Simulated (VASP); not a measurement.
**Cs2AgBiBr6: geometry relaxation (part 1 of 5)**

The run: geometry relaxation of Cs2AgBiBr6 (I4/m, 10 atoms in the cell). Method and program: Kohn-Sham DFT of a periodic cell, LDA, VASP PAW LDA potentials, recommended, no spin polarisation (VASP 6.6.1).

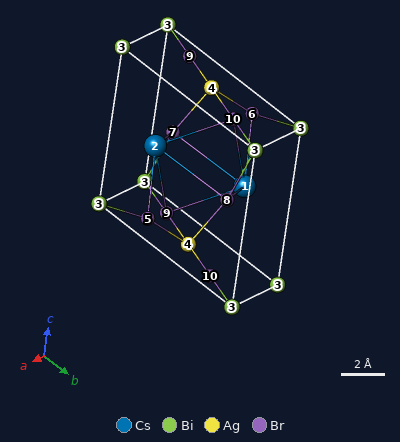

*The input geometry (ball-and-stick view of the cell of the calculation, seen slightly off an axis; atoms are numbered from 1 in the order of the input). An atom can appear more than once, as a periodic image.*

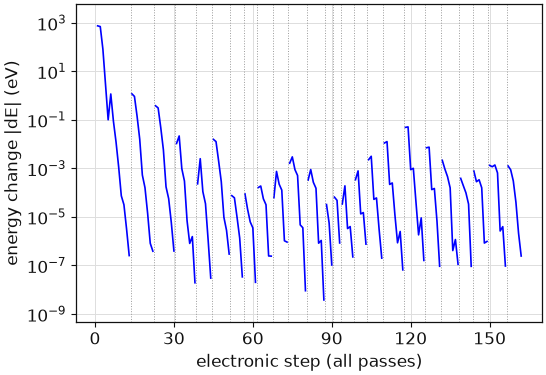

*Convergence of the self-consistent field: energy change |dE| against the electronic step. Each stretch between dotted lines is the SCF of one geometry step of a relaxation.*

The 25 ionic steps take 3 to 13 electronic steps each. The density is held fixed in the first few steps, and dE rises again when its update begins.

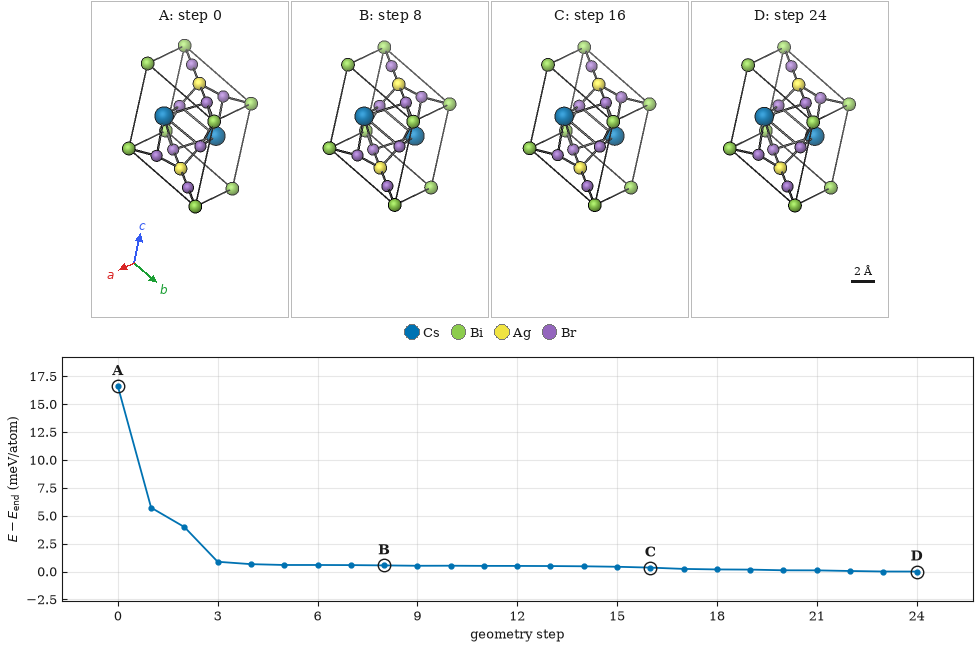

*Frames of the relaxation (ball-and-stick view of the cell of the calculation, seen slightly off an axis) above the curves, on which the letters mark them (steps are counted from 0).*

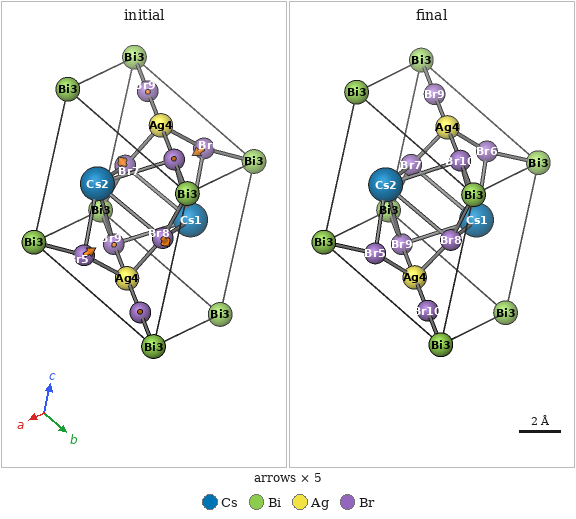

*Before (left) and after (right) the relaxation, at one scale (ball-and-stick view of the cell of the calculation, seen slightly off an axis). The orange arrows give the displacements (without the part carried along by the change of the cell), magnified 5 times.*

After 24 geometry steps the energy has fallen by 16.6 meV per atom. The largest force component goes from 0.31 to 0.0036 eV/Å. The largest moves relative to the cell, 0.14 Å, are those of Br5, Br6, Br7 and Br8. Bi and Ag and Cs stay in place. The drawn cell changes as follows: a = b = c 7.943 → 7.796 Å (−1.9 %), α 120.5° → 120.9°, β 120.5° → 120.9°, γ 89.1° → 88.4°; the volume changes by −6.0 %. Distances before and after: Cs1–Br5 3.748 → 3.600 Å, Ag4–Br5 2.803 → 2.689 Å, Cs1–Br10 3.940 → 3.845 Å, Ag4–Br10 2.836 → 2.756 Å. Among the angles that change: Bi3–Br7–Ag4 166.5° → 161.3°, Cs1–Br7–Cs2 98.1° → 101.8°, Cs1–Br7–Cs1 173.2° → 170.3°. The space group stays I4/m (No. 87). (Atoms are counted from 1 in the order of the input.)

These pictures come from the run below.

**INCAR**
```
PREC = Accurate
ENCUT = 600
EDIFF = 1E-6
ISMEAR = 0
SIGMA = 0.03
LREAL = F
LASPH = T
NELM = 80
ALGO = Normal
ISIF = 3
LWAVE = F
LCHARG = F
IBRION = 2
NSW = 90
EDIFFG = -0.01
KPAR = 4
```

**KPOINTS**
```
Automatic mesh
0
Gamma
  6 6 6
```

**POSCAR**
```
Cs2AgBiBr6
1.0
   -3.9397000000      3.9397000000      5.6618000000
    3.9397000000     -3.9397000000      5.6618000000
    3.9397000000      3.9397000000     -5.6618000000
Cs Bi Ag Br
2 1 1 6
Direct
    0.2500000000      0.7500000000      0.5000000000
    0.7500000000      0.2500000000      0.5000000000
    0.0000000000      0.0000000000      0.0000000000
    0.5000000000      0.5000000000      0.0000000000
    0.7794100000      0.2797600000      0.0591700000
    0.2205900000      0.7202400000      0.9408300000
    0.2797600000      0.2205900000      0.5003500000
    0.7202400000      0.7794100000      0.4996500000
    0.2495900000      0.2495900000      0.0000000000
    0.7504100000      0.7504100000      0.0000000000
```

Launch command:
```bash
cat potpaw_LDA.64/Cs_sv/POTCAR potpaw_LDA.64/Bi_d/POTCAR potpaw_LDA.64/Ag/POTCAR potpaw_LDA.64/Br/POTCAR > POTCAR
mpirun -np 4 vasp_std > vasp.out
```

**OSZICAR**
```
N       E                     dE             d eps       ncg     rms          rms(c)
DAV:   1     0.752625012763E+03    0.75263E+03   -0.40007E+04  3680   0.166E+03
DAV:   2     0.498750826302E+02   -0.70275E+03   -0.68588E+03  4578   0.330E+02
DAV:   3    -0.324887103182E+02   -0.82364E+02   -0.81913E+02  4313   0.129E+02
DAV:   4    -0.353697690789E+02   -0.28811E+01   -0.28699E+01  4400   0.289E+01
DAV:   5    -0.354708151580E+02   -0.10105E+00   -0.10098E+00  5109   0.491E+00    0.809E+00
DAV:   6    -0.343005111479E+02    0.11703E+01   -0.22385E+00  4824   0.992E+00    0.543E+00
DAV:   7    -0.342110778776E+02    0.89433E-01   -0.10570E+00  4528   0.401E+00    0.238E+00
DAV:   8    -0.341988654347E+02    0.12212E-01   -0.95190E-02  4336   0.151E+00    0.606E-01
DAV:   9    -0.341977306561E+02    0.11348E-02   -0.72717E-03  4440   0.468E-01    0.109E-01
DAV:  10    -0.341978049719E+02   -0.74316E-04   -0.84917E-04  4688   0.123E-01    0.731E-02
DAV:  11    -0.341978368445E+02   -0.31873E-04   -0.10368E-04  4488   0.419E-02    0.136E-02
DAV:  12    -0.341978400348E+02   -0.31903E-05   -0.10219E-05  4664   0.149E-02    0.696E-03
DAV:  13    -0.341978402900E+02   -0.25514E-06   -0.23344E-06  3480   0.632E-03
   1 F= -.34197840E+02 E0= -.34197840E+02  d E =-.341978E+02
       N       E                     dE             d eps       ncg     rms          rms(c)
DAV:   1    -0.353903153484E+02   -0.11925E+01   -0.27465E+01  4196   0.314E+01    0.603E+00
DAV:   2    -0.344642808966E+02    0.92603E+00   -0.29053E+00  3860   0.126E+01    0.234E+00
DAV:   3    -0.343234933334E+02    0.14079E+00   -0.38974E-01  4436   0.367E+00    0.101E+00
DAV:   4    -0.343074352658E+02    0.16058E-01   -0.83619E-02  5261   0.158E+00    0.470E-01
DAV:   5    -0.343069016785E+02    0.53359E-03   -0.49133E-03  4149   0.514E-01    0.256E-01
DAV:   6    -0.343067412249E+02    0.16045E-03   -0.11723E-03  4557   0.241E-01    0.477E-02
DAV:   7    -0.343067269382E+02    0.14287E-04   -0.12464E-04  4544   0.806E-02    0.228E-02
DAV:   8    -0.343067261183E+02    0.81994E-06   -0.20481E-05  4317   0.205E-02    0.649E-03
DAV:   9    -0.343067257314E+02    0.38688E-06   -0.40902E-06  3704   0.120E-02
   2 F= -.34306726E+02 E0= -.34306726E+02  d E =-.108885E+00
       N       E                     dE             d eps       ncg     rms          rms(c)
DAV:   1    -0.346890074638E+02   -0.38228E+00   -0.93189E+00  4169   0.185E+01    0.349E+00
DAV:   2    -0.343779702517E+02    0.31104E+00   -0.94038E-01  3906   0.735E+00    0.142E+00
DAV:   3    -0.343301375483E+02    0.47833E-01   -0.13121E-01  4454   0.208E+00    0.639E-01
DAV:   4    -0.343243157301E+02    0.58218E-02   -0.28163E-02  5264   0.965E-01    0.273E-01
DAV:   5    -0.343241422712E+02    0.17346E-03   -0.21707E-03  4050   0.364E-01    0.164E-01
DAV:   6    -0.343240853506E+02    0.56921E-04   -0.48406E-04  4462   0.157E-01    0.273E-02
DAV:   7    -0.343240793780E+02    0.59726E-05   -0.51538E-05  4591   0.416E-02    0.151E-02
DAV:   8    -0.343240789842E+02    0.39380E-06   -0.86013E-06  4209   0.130E-02
   3 F= -.34324079E+02 E0= -.34324079E+02  d E =-.126239E+00
       N       E                     dE             d eps       ncg     rms          rms(c)
DAV:   1    -0.343347250336E+02   -0.10646E-01   -0.49063E+00  3784   0.712E+00    0.112E+00
DAV:   2    -0.343564679612E+02   -0.21743E-01   -0.24219E-01  4282   0.173E+00    0.358E-01
DAV:   3    -0.343554940335E+02    0.97393E-03   -0.35564E-03  4279   0.289E-01    0.251E-01
DAV:   4    -0.343551919991E+02    0.30203E-03   -0.16014E-03  4328   0.156E-01    0.889E-02
DAV:   5    -0.343551988981E+02   -0.68990E-05   -0.18372E-04  4485   0.557E-02    0.340E-02
DAV:   6    -0.343551997096E+02   -0.81143E-06   -0.10117E-05  4424   0.131E-02    0.198E-02
DAV:   7    -0.343551981631E+02    0.15465E-05   -0.63176E-06  3912   0.111E-02    0.171E-03
DAV:   8    -0.343551981824E+02   -0.19342E-07   -0.70257E-07  2296   0.385E-03
   4 F= -.34355198E+02 E0= -.34355198E+02  d E =-.311192E-01
       N       E                     dE             d eps       ncg     rms          rms(c)
DAV:   1    -0.343549673215E+02    0.23084E-03   -0.57930E-01  3800   0.244E+00    0.389E-01
DAV:   2    -0.343574847753E+02   -0.25175E-02   -0.28149E-02  4280   0.591E-01    0.129E-01
DAV:   3    -0.343573747649E+02    0.11001E-03   -0.41458E-04  4273   0.985E-02    0.901E-02
DAV:   4    -0.343573396966E+02    0.35068E-04   -0.19046E-04  4365   0.544E-02    0.309E-02
DAV:   5    -0.343573408397E+02   -0.11431E-05   -0.22982E-05  4362   0.194E-02    0.122E-02
DAV:   6    -0.343573408699E+02   -0.30149E-07   -0.72800E-07  2578   0.397E-03
   5 F= -.34357341E+02 E0= -.34357341E+02  d E =-.332619E-01
       N       E                     dE             d eps       ncg     rms          rms(c)
DAV:   1    -0.343731254433E+02   -0.15785E-01   -0.38555E-01  4076   0.382E+00    0.709E-01
DAV:   2    -0.343603788535E+02    0.12747E-01   -0.36123E-02  3920   0.145E+00    0.308E-01
DAV:   3    -0.343583853033E+02    0.19936E-02   -0.52999E-03  4433   0.396E-01    0.146E-01
DAV:   4    -0.343581013748E+02    0.28393E-03   -0.11752E-03  5166   0.205E-01    0.560E-02
DAV:   5    -0.343580917319E+02    0.96430E-05   -0.12211E-04  3994   0.864E-02    0.364E-02
DAV:   6    -0.343580889414E+02    0.27904E-05   -0.24306E-05  4177   0.327E-02    0.553E-03
DAV:   7    -0.343580886465E+02    0.29494E-06   -0.21931E-06  3097   0.654E-03
   6 F= -.34358089E+02 E0= -.34358089E+02  d E =-.747777E-03
       N       E                     dE             d eps       ncg     rms          rms(c)
DAV:   1    -0.343581643951E+02   -0.75454E-04   -0.18293E-03  4080   0.261E-01    0.492E-02
DAV:   2    -0.343581029610E+02    0.61434E-04   -0.17599E-04  3955   0.100E-01    0.212E-02
DAV:   3    -0.343580933707E+02    0.95903E-05   -0.25471E-05  4442   0.275E-02    0.978E-03
DAV:   4    -0.343580920177E+02    0.13529E-05   -0.54815E-06  4229   0.139E-02    0.379E-03
DAV:   5    -0.343580919839E+02    0.33814E-07   -0.57776E-07  2058   0.607E-03
   7 F= -.34358092E+02 E0= -.34358092E+02  d E =-.751114E-03
       N       E                     dE             d eps       ncg     rms          rms(c)
DAV:   1    -0.343581819601E+02   -0.89942E-04   -0.94117E-03  3699   0.340E-01    0.439E-02
DAV:   2    -0.343582027349E+02   -0.20775E-04   -0.49391E-04  3992   0.842E-02    0.193E-02
DAV:   3    -0.343581964850E+02    0.62498E-05   -0.12858E-05  4850   0.192E-02    0.125E-02
DAV:   4    -0.343581929300E+02    0.35551E-05   -0.85679E-06  4437   0.142E-02    0.415E-03
DAV:   5    -0.343581929502E+02   -0.20201E-07   -0.11803E-06  2232   0.487E-03
   8 F= -.34358193E+02 E0= -.34358193E+02  d E =-.100966E-03
       N       E                     dE             d eps       ncg     rms          rms(c)
DAV:   1    -0.343583541790E+02   -0.16125E-03   -0.84680E-02  3690   0.102E+00    0.132E-01
DAV:   2    -0.343585423416E+02   -0.18816E-03   -0.44468E-03  3962   0.252E-01    0.577E-02
DAV:   3    -0.343584863760E+02    0.55966E-04   -0.11593E-04  4848   0.574E-02    0.371E-02
DAV:   4    -0.343584545976E+02    0.31778E-04   -0.77321E-05  4989   0.428E-02    0.124E-02
DAV:   5    -0.343584548441E+02   -0.24649E-06   -0.11233E-05  4328   0.140E-02    0.544E-03
DAV:   6    -0.343584546019E+02    0.24223E-06   -0.65337E-07  2316   0.400E-03
   9 F= -.34358455E+02 E0= -.34358455E+02  d E =-.362618E-03
       N       E                     dE             d eps       ncg     rms          rms(c)
DAV:   1    -0.343583929956E+02    0.61848E-04   -0.33871E-01  3678   0.203E+00    0.264E-01
DAV:   2    -0.343591446712E+02   -0.75168E-03   -0.17778E-02  3976   0.504E-01    0.116E-01
DAV:   3    -0.343589206340E+02    0.22404E-03   -0.46045E-04  4856   0.114E-01    0.747E-02
DAV:   4    -0.343587932164E+02    0.12742E-03   -0.30974E-04  4994   0.857E-02    0.248E-02
DAV:   5    -0.343587942572E+02   -0.10409E-05   -0.45093E-05  4279   0.280E-02    0.108E-02
DAV:   6    -0.343587933383E+02    0.91895E-06   -0.29907E-06  3858   0.800E-03
  10 F= -.34358793E+02 E0= -.34358793E+02  d E =-.701354E-03
       N       E                     dE             d eps       ncg     rms          rms(c)
DAV:   1    -0.343571533651E+02    0.16409E-02   -0.13542E+00  3672   0.407E+00    0.531E-01
DAV:   2    -0.343601444922E+02   -0.29911E-02   -0.71139E-02  3970   0.101E+00    0.232E-01
DAV:   3    -0.343592503424E+02    0.89415E-03   -0.18315E-03  4872   0.228E-01    0.150E-01
DAV:   4    -0.343587392489E+02    0.51109E-03   -0.12447E-03  4983   0.172E-01    0.497E-02
DAV:   5    -0.343587439517E+02   -0.47029E-05   -0.18238E-04  4304   0.565E-02    0.216E-02
DAV:   6    -0.343587403567E+02    0.35950E-05   -0.12483E-05  4604   0.161E-02    0.901E-03
DAV:   7    -0.343587403476E+02    0.90931E-08   -0.26015E-06  3360   0.668E-03
  11 F= -.34358740E+02 E0= -.34358740E+02  d E =-.648364E-03
       N       E                     dE             d eps       ncg     rms          rms(c)
DAV:   1    -0.343584102587E+02    0.33010E-03   -0.40227E-01  3672   0.222E+00    0.285E-01
DAV:   2    -0.343593078204E+02   -0.89756E-03   -0.21198E-02  3958   0.553E-01    0.126E-01
DAV:   3    -0.343590402678E+02    0.26755E-03   -0.55781E-04  4872   0.126E-01    0.810E-02
DAV:   4    -0.343588884536E+02    0.15181E-03   -0.36499E-04  4974   0.927E-02    0.270E-02
DAV:   5    -0.343588892818E+02   -0.82827E-06   -0.51800E-05  4306   0.300E-02    0.116E-02
DAV:   6    -0.343588882091E+02    0.10727E-05   -0.35633E-06  4036   0.851E-03    0.467E-03
DAV:   7    -0.343588882129E+02   -0.37853E-08   -0.76491E-07  2328   0.390E-03
  12 F= -.34358888E+02 E0= -.34358888E+02  d E =-.796229E-03
       N       E                     dE             d eps       ncg     rms          rms(c)
DAV:   1    -0.343589207028E+02   -0.32494E-04   -0.13145E-03  4068   0.106E-01    0.124E-02
DAV:   2    -0.343589262272E+02   -0.55244E-05   -0.62635E-05  3979   0.243E-02    0.501E-03
DAV:   3    -0.343589261224E+02    0.10480E-06   -0.72680E-07  2602   0.424E-03
  13 F= -.34358926E+02 E0= -.34358926E+02  d E =-.379095E-04
       N       E                     dE             d eps       ncg     rms          rms(c)
DAV:   1    -0.343589919040E+02   -0.65677E-04   -0.11679E-02  4055   0.315E-01    0.353E-02
DAV:   2    -0.343590402629E+02   -0.48359E-04   -0.54746E-04  3961   0.708E-02    0.157E-02
DAV:   3    -0.343590394182E+02    0.84468E-06   -0.67825E-06  4277   0.120E-02
  14 F= -.34359039E+02 E0= -.34359039E+02  d E =-.151205E-03
       N       E                     dE             d eps       ncg     rms          rms(c)
DAV:   1    -0.343590745172E+02   -0.34254E-04   -0.46599E-02  4046   0.629E-01    0.691E-02
DAV:   2    -0.343592660843E+02   -0.19157E-03   -0.21651E-03  3967   0.142E-01    0.320E-02
DAV:   3    -0.343592627600E+02    0.33243E-05   -0.27921E-05  4485   0.243E-02    0.236E-02
DAV:   4    -0.343592587610E+02    0.39991E-05   -0.13365E-05  4198   0.126E-02    0.904E-03
DAV:   5    -0.343592589866E+02   -0.22562E-06   -0.25393E-06  3651   0.524E-03
  15 F= -.34359259E+02 E0= -.34359259E+02  d E =-.370774E-03
       N       E                     dE             d eps       ncg     rms          rms(c)
DAV:   1    -0.343589183070E+02    0.34045E-03   -0.18850E-01  4046   0.127E+00    0.145E-01
DAV:   2    -0.343597090605E+02   -0.79075E-03   -0.89547E-03  3967   0.287E-01    0.614E-02
DAV:   3    -0.343596957348E+02    0.13326E-04   -0.11351E-04  4448   0.491E-02    0.451E-02
DAV:   4    -0.343596806255E+02    0.15109E-04   -0.48349E-05  4295   0.239E-02    0.181E-02
DAV:   5    -0.343596813822E+02   -0.75669E-06   -0.91771E-06  4173   0.996E-03
  16 F= -.34359681E+02 E0= -.34359681E+02  d E =-.793169E-03
       N       E                     dE             d eps       ncg     rms          rms(c)
DAV:   1    -0.343573955588E+02    0.22851E-02   -0.75360E-01  4040   0.253E+00    0.291E-01
DAV:   2    -0.343605570349E+02   -0.31615E-02   -0.35798E-02  3956   0.575E-01    0.123E-01
DAV:   3    -0.343605040425E+02    0.52992E-04   -0.45729E-04  4456   0.987E-02    0.905E-02
DAV:   4    -0.343604433958E+02    0.60647E-04   -0.19343E-04  4287   0.478E-02    0.366E-02
DAV:   5    -0.343604464163E+02   -0.30205E-05   -0.37089E-05  4245   0.200E-02    0.117E-02
DAV:   6    -0.343604466170E+02   -0.20075E-06   -0.33561E-06  3431   0.676E-03
  17 F= -.34360447E+02 E0= -.34360447E+02  d E =-.155840E-02
       N       E                     dE             d eps       ncg     rms          rms(c)
DAV:   1    -0.343493102758E+02    0.11136E-01   -0.30215E+00  4040   0.508E+00    0.582E-01
DAV:   2    -0.343620664313E+02   -0.12756E-01   -0.14392E-01  3913   0.115E+00    0.252E-01
DAV:   3    -0.343618478997E+02    0.21853E-03   -0.18602E-03  4480   0.200E-01    0.184E-01
DAV:   4    -0.343615963338E+02    0.25157E-03   -0.79050E-04  4233   0.968E-02    0.764E-02
DAV:   5    -0.343616084892E+02   -0.12155E-04   -0.15430E-04  4269   0.407E-02    0.264E-02
DAV:   6    -0.343616093481E+02   -0.85885E-06   -0.15171E-05  4151   0.143E-02    0.957E-03
DAV:   7    -0.343616068314E+02    0.25167E-05   -0.70783E-06  3687   0.108E-02    0.318E-03
DAV:   8    -0.343616068972E+02   -0.65805E-07   -0.12536E-06  2806   0.397E-03
  18 F= -.34361607E+02 E0= -.34361607E+02  d E =-.271868E-02
       N       E                     dE             d eps       ncg     rms          rms(c)
DAV:   1    -0.343124610804E+02    0.49146E-01   -0.12047E+01  4040   0.101E+01    0.118E+00
DAV:   2    -0.343639437097E+02   -0.51483E-01   -0.58104E-01  3905   0.232E+00    0.521E-01
DAV:   3    -0.343630544277E+02    0.88928E-03   -0.75748E-03  4469   0.408E-01    0.377E-01
DAV:   4    -0.343620420365E+02    0.10124E-02   -0.30680E-03  4196   0.192E-01    0.163E-01
DAV:   5    -0.343620835677E+02   -0.41531E-04   -0.62575E-04  4277   0.818E-02    0.619E-02
DAV:   6    -0.343620853898E+02   -0.18222E-05   -0.60117E-05  4309   0.287E-02    0.248E-02
DAV:   7    -0.343620762448E+02    0.91450E-05   -0.27391E-05  4117   0.210E-02    0.813E-03
DAV:   8    -0.343620764058E+02   -0.16108E-06   -0.48266E-06  4034   0.798E-03
  19 F= -.34362076E+02 E0= -.34362076E+02  d E =-.318819E-02
       N       E                     dE             d eps       ncg     rms          rms(c)
DAV:   1    -0.343549736814E+02    0.71026E-02   -0.17793E+00  4035   0.391E+00    0.457E-01
DAV:   2    -0.343625051959E+02   -0.75315E-02   -0.85014E-02  3899   0.886E-01    0.190E-01
DAV:   3    -0.343623714757E+02    0.13372E-03   -0.11012E-03  4455   0.152E-01    0.139E-01
DAV:   4    -0.343622225312E+02    0.14894E-03   -0.46403E-04  4289   0.735E-02    0.574E-02
DAV:   5    -0.343622290801E+02   -0.65489E-05   -0.87791E-05  4239   0.308E-02    0.172E-02
DAV:   6    -0.343622291730E+02   -0.92887E-07   -0.77445E-06  4101   0.104E-02
  20 F= -.34362229E+02 E0= -.34362229E+02  d E =-.334096E-02
       N       E                     dE             d eps       ncg     rms          rms(c)
DAV:   1    -0.343643944575E+02   -0.21654E-02   -0.55930E-01  3722   0.310E+00    0.442E-01
```
